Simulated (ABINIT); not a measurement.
## Band-structure run of C (part 2 of 4)

C (4 atoms in the cell); Kohn-Sham DFT of a periodic cell, AM05, JTH PAW PBE v2.0, no spin polarisation (ABINIT 10.8.3); cutoff 544.23 eV, 12×12×7 k-mesh, fermi-dirac of 0.05 eV. The structure derives from an entry of the Crystallography Open Database.

Geometry of the input (Å; fractional positions):
```
2.5221  0.0000  0.0000
-1.2611  2.1842  0.0000
0.0000  0.0000  4.1186
C  0.6667  0.3333  0.9375
C  0.3333  0.6667  0.4375
C  0.6667  0.3333  0.5625
C  0.3333  0.6667  0.0625
```

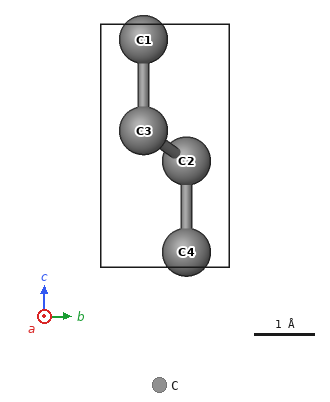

Fig. 1: The structure as given in the input (ball-and-stick view of the cell of the calculation, along the a axis; atoms are numbered from 1 in the order of the input).

### What the program printed, continued
```
--- !EnergyTermsDC
iteration_state     : {dtset: 1, }
comment             : '"Double-counting" decomposition of free energy'
band_energy         :  7.34148414474421E-01
Ewald energy        : -2.55367483014385E+01
psp_core            :  1.82845483873698E+00
xc_dc               : -1.47599108219701E+00
PAW spherical_terms :  1.61181158347967E+00
internal            : -2.28383245469444E+01
'-kT*entropy'       :  1.25327081198538E-15
total_energy_dc     : -2.28383245469444E+01
total_energy_dc_eV  : -6.21462470457973E+02
...

--- !EnergyTermsWithPAWCore
iteration_state     : {dtset: 1, }
comment             : 'Components of total free energy, including PAW core contributions'
Total energy        : -1.51406527776222E+02
Total energy DC     : -1.51406514937557E+02
Total energy (eV)   : -4.11998150748164E+03
Total energy DC (eV): -4.11998115812377E+03
...

 Cartesian components of stress tensor (hartree/bohr^3)
  sigma(1 1)=  4.54820925E-04  sigma(3 2)=  0.00000000E+00
  sigma(2 2)=  4.54820925E-04  sigma(3 1)=  0.00000000E+00
  sigma(3 3)= -3.91445386E-04  sigma(2 1)=  0.00000000E+00

-Cartesian components of stress tensor (GPa)         [Pressure= -5.0820E+00 GPa]
- sigma(1 1)=  1.33812936E+01  sigma(3 2)=  0.00000000E+00
- sigma(2 2)=  1.33812936E+01  sigma(3 1)=  0.00000000E+00
- sigma(3 3)= -1.15167209E+01  sigma(2 1)=  0.00000000E+00

================================================================================
== DATASET  2 ==================================================================

--- !DatasetInfo
iteration_state: {dtset: 2, }
dimensions: {natom: 4, nkpt: 56, mband: 16, nsppol: 1, nspinor: 1, nspden: 1, mpw: 671, }
cutoff_energies: {ecut:  20.0, pawecutdg:  40.0, }
electrons: {nelect:   1.60000000E+01, charge:   0.00000000E+00, occopt:   3.00000000E+00, tsmear:   1.83746611E-03, }
meta: {optdriver: 0, ionmov: 0, optcell: 0, iscf: -2, paral_kgb: 0, }
...

 mkfilename : getden/=0, take file _DEN from output of DATASET   1.

 Real(R)+Recip(G) space primitive vectors, cartesian coordinates (Bohr,Bohr^-1):
 R(1)=  4.7660783  0.0000000  0.0000000  G(1)=  0.2098161  0.1211374  0.0000000
 R(2)= -2.3830391  4.1275449  0.0000000  G(2)=  0.0000000  0.2422748  0.0000000
 R(3)=  0.0000000  0.0000000  7.7830260  G(3)=  0.0000000  0.0000000  0.1284847
 Unit cell volume ucvol=  1.5310926E+02 bohr^3
 Angles (23,13,12)=  9.00000000E+01  9.00000000E+01  1.20000000E+02 degrees

 Coarse grid specifications (used for wave-functions):

 getcut: wavevector=  0.0000  0.0000  0.0000  ngfft=  20  20  32
         ecut(hartree)=     20.000   => boxcut(ratio)=   2.04231

 Fine grid specifications (used for densities):

 getcut: wavevector=  0.0000  0.0000  0.0000  ngfft=  30  30  48
         ecut(hartree)=     40.000   => boxcut(ratio)=   2.16620
--------------------------------------------------------------------------------

================================================================================
 Non-SCF case, kpt    1 (  0.00000  0.00000  0.00000), residuals and eigenvalues=
  2.45E-13  1.15E-13  9.36E-13  3.40E-13  9.69E-13  9.99E-14  8.60E-14  7.31E-13
  5.15E-13  2.26E-13  6.96E-13  1.74E-13  3.64E-13  6.62E-13  5.07E-09  5.56E-05
 -4.1460E-01 -1.9780E-01 -1.1947E-01  2.6605E-01  2.6605E-01  3.7050E-01
  3.8753E-01  3.8753E-01  5.5897E-01  5.5897E-01  5.9905E-01  6.6829E-01
  7.3528E-01  7.3528E-01  9.0779E-01  1.0205E+00
 Non-SCF case, kpt    2 (  0.05556  0.00000  0.00000), residuals and eigenvalues=
  3.87E-13  3.30E-14  1.74E-13  5.50E-13  2.31E-13  6.93E-13  7.43E-14  1.34E-13
  7.31E-13  4.09E-13  2.23E-13  1.90E-13  9.41E-13  2.40E-13  3.45E-09  1.86E-05
 -4.1182E-01 -1.9530E-01 -1.1688E-01  2.5146E-01  2.6003E-01  3.6576E-01
  3.7535E-01  3.8225E-01  5.6146E-01  5.6686E-01  6.0443E-01  6.7743E-01
  7.3785E-01  7.4444E-01  9.1079E-01  1.0163E+00
 Non-SCF case, kpt    3 (  0.11111  0.00000  0.00000), residuals and eigenvalues=
  9.08E-13  6.98E-14  3.39E-13  6.98E-13  2.56E-13  9.99E-13  7.52E-14  7.51E-14
  2.80E-13  5.67E-13  2.32E-13  8.33E-13  4.80E-13  4.07E-13  9.78E-09  5.46E-06
 -4.0346E-01 -1.8780E-01 -1.0917E-01  2.1316E-01  2.4431E-01  3.4334E-01
  3.5246E-01  3.6822E-01  5.6453E-01  5.8747E-01  6.1724E-01  7.0278E-01
  7.4451E-01  7.6980E-01  9.2013E-01  9.8222E-01
 Non-SCF case, kpt    4 (  0.16667  0.00000  0.00000), residuals and eigenvalues=
  2.21E-13  1.06E-13  1.68E-13  4.18E-13  6.16E-14  7.05E-14  6.33E-13  2.79E-13
  6.47E-14  4.73E-13  1.09E-13  9.24E-13  8.62E-13  5.89E-13  4.49E-09  8.58E-09
 -3.8959E-01 -1.7535E-01 -9.6638E-02  1.6132E-01  2.2360E-01  2.9953E-01
  3.3195E-01  3.4938E-01  5.6396E-01  6.1408E-01  6.3251E-01  7.3476E-01
  7.5290E-01  8.0654E-01  9.3344E-01  9.3605E-01
 Non-SCF case, kpt    5 (  0.22222  0.00000  0.00000), residuals and eigenvalues=
  3.25E-13  2.28E-13  8.78E-13  3.16E-13  6.36E-14  5.63E-14  3.03E-13  1.54E-13
  4.55E-13  2.70E-13  4.58E-13  7.13E-13  5.32E-13  4.65E-13  8.24E-11  2.13E-07
 -3.7029E-01 -1.5801E-01 -7.9937E-02  1.0394E-01  2.0197E-01  2.4988E-01
  3.0537E-01  3.2937E-01  5.6017E-01  6.3985E-01  6.4792E-01  7.5327E-01
  7.6115E-01  8.4944E-01  9.0957E-01  9.5595E-01
 Non-SCF case, kpt    6 (  0.27778  0.00000  0.00000), residuals and eigenvalues=
  5.51E-14  5.58E-13  3.34E-13  8.75E-14  1.02E-13  1.57E-13  2.43E-14  2.62E-13
  4.14E-13  3.79E-13  6.94E-13  6.44E-13  5.23E-13  4.14E-13  1.12E-11  4.09E-08
 -3.4571E-01 -1.3588E-01 -6.1180E-02  4.7221E-02  1.8207E-01  1.9813E-01
  2.7405E-01  3.1073E-01  5.5460E-01  6.6002E-01  6.6269E-01  7.4254E-01
  7.6909E-01  8.9365E-01  9.2832E-01  9.5902E-01
 Non-SCF case, kpt    7 (  0.33333  0.00000  0.00000), residuals and eigenvalues=
  1.23E-13  6.06E-14  4.95E-13  6.78E-14  1.02E-13  1.40E-13  9.01E-13  3.63E-14
  8.47E-13  6.96E-13  7.20E-13  6.50E-13  4.81E-13  4.04E-13  9.57E-13  4.01E-11
 -3.1614E-01 -1.0917E-01 -5.2829E-02  5.5087E-03  1.4667E-01  1.6548E-01
  2.3976E-01  2.9507E-01  5.4848E-01  6.7300E-01  6.7602E-01  7.1908E-01
  7.7780E-01  9.3448E-01  9.3595E-01  9.7165E-01
 Non-SCF case, kpt    8 (  0.38889  0.00000  0.00000), residuals and eigenvalues=
  2.14E-13  2.73E-13  3.28E-13  1.19E-13  9.05E-13  9.76E-13  6.58E-13  5.84E-13
  6.87E-13  1.85E-13  3.25E-13  4.20E-13  8.65E-13  4.72E-13  4.10E-09  3.44E-06
 -2.8226E-01 -8.6221E-02 -7.8322E-02  1.0411E-02  9.7335E-02  1.5312E-01
  2.0536E-01  2.8334E-01  5.4295E-01  6.7992E-01  6.8670E-01  6.9861E-01
  7.8842E-01  9.0952E-01  9.6754E-01  1.0201E+00
 Non-SCF case, kpt    9 (  0.44444  0.00000  0.00000), residuals and eigenvalues=
  1.09E-13  9.48E-14  1.29E-13  1.22E-13  2.78E-13  8.18E-13  8.16E-13  2.37E-13
  2.52E-13  3.82E-13  3.54E-13  5.90E-13  5.53E-13  7.37E-13  5.83E-08  3.74E-05
 -2.4641E-01 -1.3151E-01 -4.4857E-02  3.0812E-02  5.2475E-02  1.4552E-01
  1.7625E-01  2.7612E-01  5.3909E-01  6.8296E-01  6.8578E-01  6.9352E-01
  8.0000E-01  8.8696E-01  9.8905E-01  1.0603E+00
 Non-SCF case, kpt   10 (  0.50000  0.00000  0.00000), residuals and eigenvalues=
  4.76E-13  1.82E-13  3.31E-13  3.40E-13  1.95E-13  1.23E-13  3.86E-13  5.87E-13
  1.49E-13  4.40E-13  3.74E-13  1.60E-13  8.70E-13  6.83E-13  1.32E-08  4.55E-06
 -2.2387E-01 -1.5778E-01 -2.1819E-02  2.5589E-02  4.1103E-02  1.4296E-01
  1.6350E-01  2.7368E-01  5.3770E-01  6.8148E-01  6.8377E-01  6.9584E-01
  8.0612E-01  8.7698E-01  9.9651E-01  1.0749E+00
 Non-SCF case, kpt   11 (  0.46667  0.06667  0.00000), residuals and eigenvalues=
  1.64E-13  1.39E-13  1.88E-13  9.42E-14  6.06E-14  1.09E-13  9.19E-14  1.12E-13
  6.83E-13  3.51E-13  5.44E-13  6.98E-13  8.36E-13  8.77E-13  5.36E-07  1.27E-04
 -2.2109E-01 -1.5569E-01 -1.9443E-02  2.7747E-02  4.2932E-02  1.2742E-01
  1.6269E-01  2.6083E-01  5.5967E-01  6.2728E-01  7.1102E-01  7.3809E-01
  8.1036E-01  8.7616E-01  9.9554E-01  1.0738E+00
 Non-SCF case, kpt   12 (  0.43333  0.13333  0.00000), residuals and eigenvalues=
  3.82E-14  6.75E-13  1.34E-13  4.17E-13  8.44E-14  1.77E-13  2.12E-13  3.20E-13
  6.01E-13  7.47E-13  8.50E-13  4.97E-13  6.89E-13  9.11E-13  3.41E-08  1.43E-05
 -2.1275E-01 -1.4990E-01 -1.2315E-02  3.3886E-02  4.5098E-02  9.3296E-02
  1.5954E-01  2.2804E-01  5.7717E-01  6.1640E-01  7.4783E-01  7.8803E-01
  8.2572E-01  8.7314E-01  9.9256E-01  1.0590E+00
 Non-SCF case, kpt   13 (  0.40000  0.20000  0.00000), residuals and eigenvalues=
  2.77E-13  3.96E-13  4.08E-13  5.71E-13  3.70E-14  4.89E-13  4.25E-14  8.75E-13
  2.52E-13  2.24E-13  2.27E-13  5.85E-13  4.33E-13  6.34E-13  1.85E-06  9.45E-06
 -1.9892E-01 -1.4249E-01 -4.4443E-04  2.4216E-02  4.2531E-02  7.9885E-02
  1.5211E-01  1.8663E-01  5.3724E-01  6.9213E-01  7.8510E-01  8.2509E-01
  8.6100E-01  8.6641E-01  9.8645E-01  1.0112E+00
 Non-SCF case, kpt   14 (  0.36667  0.26667  0.00000), residuals and eigenvalues=
  1.32E-13  1.42E-13  9.88E-14  9.95E-13  1.71E-13  4.24E-14  8.45E-14  6.02E-13
  7.75E-13  1.85E-13  6.79E-13  4.06E-13  6.33E-13  8.69E-13  3.75E-11  1.74E-08
 -1.7967E-01 -1.3989E-01 -1.1656E-02  1.6156E-02  4.8460E-02  9.3898E-02
  1.3806E-01  1.4897E-01  5.1189E-01  7.7325E-01  8.1167E-01  8.4015E-01
  8.5403E-01  9.1340E-01  9.5365E-01  9.7366E-01
 Non-SCF case, kpt   15 (  0.33333  0.33333  0.00000), residuals and eigenvalues=
  1.57E-13  1.07E-13  5.19E-13  1.83E-13  2.15E-13  9.75E-13  4.01E-13  7.23E-13
  2.00E-13  7.89E-13  2.74E-13  3.68E-13  1.46E-13  8.75E-13  1.73E-12  3.65E-11
 -1.5521E-01 -1.5521E-01 -2.6748E-02  3.7453E-02  3.7453E-02  1.1636E-01
  1.1636E-01  1.3316E-01  5.0345E-01  8.3096E-01  8.3096E-01  8.3463E-01
  8.3463E-01  9.1845E-01  9.5374E-01  9.5374E-01
 Non-SCF case, kpt   16 (  0.30303  0.30303  0.00000), residuals and eigenvalues=
  1.22E-13  3.40E-13  4.31E-14  9.33E-13  6.53E-13  8.31E-13  6.55E-14  8.23E-14
  1.82E-13  3.96E-13  8.75E-13  7.26E-13  6.81E-13  7.04E-13  8.01E-13  5.28E-12
 -1.8637E-01 -1.2876E-01 -1.6731E-02  8.9759E-03  6.0838E-02  9.1243E-02
  1.4115E-01  1.4310E-01  5.0982E-01  8.1010E-01  8.1112E-01  8.1138E-01
  8.5605E-01  9.3396E-01  9.4326E-01  9.5392E-01
 Non-SCF case, kpt   17 (  0.27273  0.27273  0.00000), residuals and eigenvalues=
  6.60E-13  5.04E-14  7.78E-14  3.37E-13  1.23E-13  4.94E-14  1.73E-13  1.05E-13
  9.25E-13  3.17E-13  4.89E-13  1.87E-13  6.54E-13  9.42E-13  3.33E-12  5.19E-11
 -2.2370E-01 -9.9003E-02 -2.5376E-02  6.6500E-03  6.3795E-02  8.7975E-02
  1.6505E-01  1.6903E-01  5.2704E-01  7.6845E-01  7.8371E-01  7.8577E-01
  8.7839E-01  9.1520E-01  9.2801E-01  9.5173E-01
 Non-SCF case, kpt   18 (  0.24242  0.24242  0.00000), residuals and eigenvalues=
  3.61E-13  2.36E-14  3.30E-13  5.47E-14  3.00E-13  7.34E-13  1.20E-13  6.09E-13
  2.85E-13  7.00E-13  9.29E-13  4.34E-13  7.97E-13  7.30E-13  4.80E-12  3.43E-11
 -2.6094E-01 -6.8109E-02 -5.9318E-02  3.7279E-02  3.8337E-02  1.1873E-01
  1.9277E-01  1.9900E-01  5.5146E-01  7.2594E-01  7.5454E-01  7.6313E-01
  8.8736E-01  8.9766E-01  9.0878E-01  9.3997E-01
 Non-SCF case, kpt   19 (  0.21212  0.21212  0.00000), residuals and eigenvalues=
  7.63E-14  7.65E-14  5.70E-13  1.37E-13  9.46E-14  7.60E-14  1.47E-13  1.94E-13
  3.23E-13  1.97E-13  2.11E-13  6.51E-13  5.43E-13  7.34E-13  4.30E-11  9.60E-10
 -2.9554E-01 -9.0664E-02 -4.5293E-02  2.5729E-02  7.2308E-02  1.5288E-01
  2.2369E-01  2.2995E-01  5.7792E-01  6.8730E-01  7.2556E-01  7.4639E-01
  8.5591E-01  8.8068E-01  9.2780E-01  9.3091E-01
 Non-SCF case, kpt   20 (  0.18182  0.18182  0.00000), residuals and eigenvalues=
  8.52E-13  8.60E-14  9.06E-14  7.29E-14  3.39E-13  2.42E-13  1.03E-13  1.06E-13
  1.64E-13  4.61E-13  2.49E-13  3.58E-13  5.96E-13  4.19E-13  1.57E-10  6.83E-07
 -3.2641E-01 -1.1852E-01 -4.8532E-02  4.4923E-02  1.0990E-01  1.9007E-01
  2.5621E-01  2.6053E-01  5.9883E-01  6.5346E-01  6.9814E-01  7.4014E-01
  8.2458E-01  8.6317E-01  9.2181E-01  9.5605E-01
 Non-SCF case, kpt   21 (  0.15152  0.15152  0.00000), residuals and eigenvalues=
  7.11E-14  1.03E-13  3.04E-13  2.42E-13  1.58E-13  3.18E-13  7.65E-13  9.25E-13
  2.06E-13  2.46E-13  7.05E-13  7.83E-13  4.17E-13  4.55E-13  5.68E-09  3.25E-05
 -3.5300E-01 -1.4247E-01 -6.5887E-02  8.4270E-02  1.4827E-01  2.2971E-01
  2.8879E-01  2.8935E-01  6.0704E-01  6.2475E-01  6.7317E-01  7.4456E-01
  7.9725E-01  8.4360E-01  9.2512E-01  9.7963E-01
 Non-SCF case, kpt   22 (  0.12121  0.12121  0.00000), residuals and eigenvalues=
  2.93E-13  1.09E-13  3.42E-13  2.82E-13  5.77E-13  4.42E-13  3.53E-13  2.24E-13
  2.93E-13  1.31E-13  3.23E-13  5.09E-13  3.04E-13  9.61E-13  1.24E-08  8.82E-06
 -3.7502E-01 -1.6226E-01 -8.3869E-02  1.2982E-01  1.8526E-01  2.7079E-01
  3.1516E-01  3.1974E-01  6.0128E-01  6.0340E-01  6.5109E-01  7.4551E-01
  7.7469E-01  8.2024E-01  9.3941E-01  9.5480E-01
 Non-SCF case, kpt   23 (  0.09091  0.09091  0.00000), residuals and eigenvalues=
  4.48E-13  6.49E-14  4.21E-13  3.74E-13  9.99E-13  7.82E-13  4.68E-13  4.76E-13
  5.60E-13  4.47E-13  3.70E-13  7.46E-13  9.49E-13  3.93E-13  2.55E-07  1.26E-06
 -3.9227E-01 -1.7776E-01 -9.9023E-02  1.7657E-01  2.1820E-01  3.1154E-01
  3.3712E-01  3.4709E-01  5.8298E-01  5.9320E-01  6.3201E-01  7.2783E-01
  7.5723E-01  7.9283E-01  9.3365E-01  9.6456E-01
 Non-SCF case, kpt   24 (  0.06061  0.06061  0.00000), residuals and eigenvalues=
  5.19E-13  1.49E-13  6.74E-14  1.64E-13  4.85E-14  6.21E-14  1.80E-13  1.59E-13
  4.60E-13  1.85E-13  1.96E-13  3.41E-13  8.62E-13  3.61E-13  1.11E-08  1.78E-05
 -4.0466E-01 -1.8887E-01 -1.1027E-01  2.2003E-01  2.4411E-01  3.4874E-01
  3.5455E-01  3.6874E-01  5.6978E-01  5.7957E-01  6.1595E-01  6.9927E-01
  7.4493E-01  7.6488E-01  9.1884E-01  9.9601E-01
 Non-SCF case, kpt   25 (  0.03030  0.03030  0.00000), residuals and eigenvalues=
  4.19E-13  7.66E-13  9.97E-13  8.70E-14  9.21E-13  8.43E-13  4.81E-14  1.78E-13
  1.56E-13  4.53E-13  3.08E-13  1.59E-13  2.85E-13  6.10E-13  2.67E-09  8.53E-05
 -4.1212E-01 -1.9556E-01 -1.1715E-01  2.5314E-01  2.6049E-01  3.6627E-01
  3.7671E-01  3.8270E-01  5.6171E-01  5.6558E-01  6.0390E-01  6.7646E-01
  7.3767E-01  7.4338E-01  9.1047E-01  1.0174E+00
 Non-SCF case, kpt   26 (  0.00000  0.00000  0.00000), residuals and eigenvalues=
  2.45E-13  1.15E-13  9.36E-13  3.40E-13  9.69E-13  9.99E-14  8.60E-14  7.31E-13
  5.15E-13  2.26E-13  6.96E-13  1.74E-13  3.64E-13  6.62E-13  5.07E-09  5.56E-05
```
